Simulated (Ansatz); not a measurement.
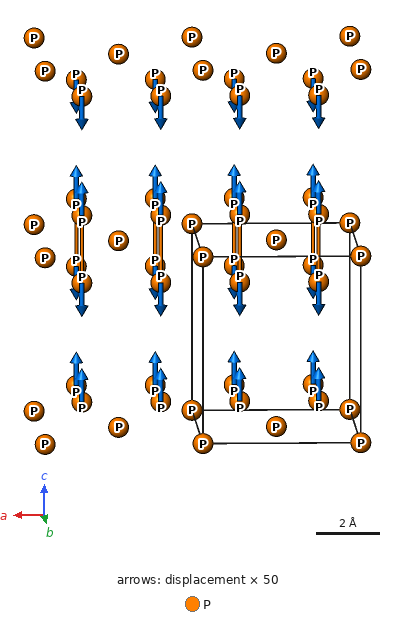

This is a relaxation of a crystal of P (built on the K_65 type). The starting structure is drawn; blue arrows show the displacements (the part carried along by the change of the cell is left out), 50 times their true length.

A ball-and-stick model of the conventional cell (2 times the calculation's cell), repeated 2 × 1 × 2 with one cell outlined, seen from a free direction. Lengths and directions refer to the drawn axes.

Case: K type (Cmmm, No. 65).

Method: DFT PBE, scalar-relativistic, plane waves, PAW (Ansatz).

Input file:
```yaml
crystal:
  lattice:
    - [2.5093497515, -4.0933404595, 0.0]
    - [2.5093497515, 4.0933404595, 0.0]
    - [0.0, 0.0, 5.9775362454]
  atoms:
    - { symbol: P, position: [0.5, 0.0, 0.1808075261] }
    - { symbol: P, position: [0.0, 0.5, 0.8191924739] }
    - { symbol: P, position: [0.0, 0.5, 0.1808075261] }
    - { symbol: P, position: [0.5, 0.0, 0.8191924739] }
    - { symbol: P, position: [0.0, 0.0, 0.0] }
basis:
  ecutwfc: 420
kpoints:
  mp_grid: { grid: [10, 10, 6] }
hamiltonian:
  xc: pbe
scf:
  occupations: { method: gaussian, width: 0.1 }
output:
  forces: true
  stress: true
  eigenvalues: true
relax:
  adjacent_minimum: "off"
  f_tol: 0.01
  max_steps: 80
  cell: { stress_tol: 0.05 }
```

### What did the optimiser do to the structure, and how much energy did it gain?

The largest moves relative to the cell, 0.022 Å, are those of P1, P2, P3 and P4. P1 goes along +c. The drawn cell changes as follows: a 5.019 → 4.996 Å (−0.5 %), b 8.187 → 8.179 Å (−0.1 %), c 5.978 → 5.830 Å (−2.5 %); the volume changes by −3.0 %. Among the contacts that change: P1–P4 2.162 → 2.152 Å. The space group stays Cmmm (No. 65). The energy falls by 4.2 meV per cell of the calculation in 5 accepted moves (6 points after the start). Largest force component: 0.16 eV/Å at the start, 0.00047 eV/Å at the end. Pressure: −0.66 GPa at the start and −0.01 GPa at the end. At 1 point the geometry stayed and the basis and grid were re-selected for the new cell (energy shift of 0.3 meV per cell of the calculation at most each time). The run took about 2.2 core-minutes on a shared host.
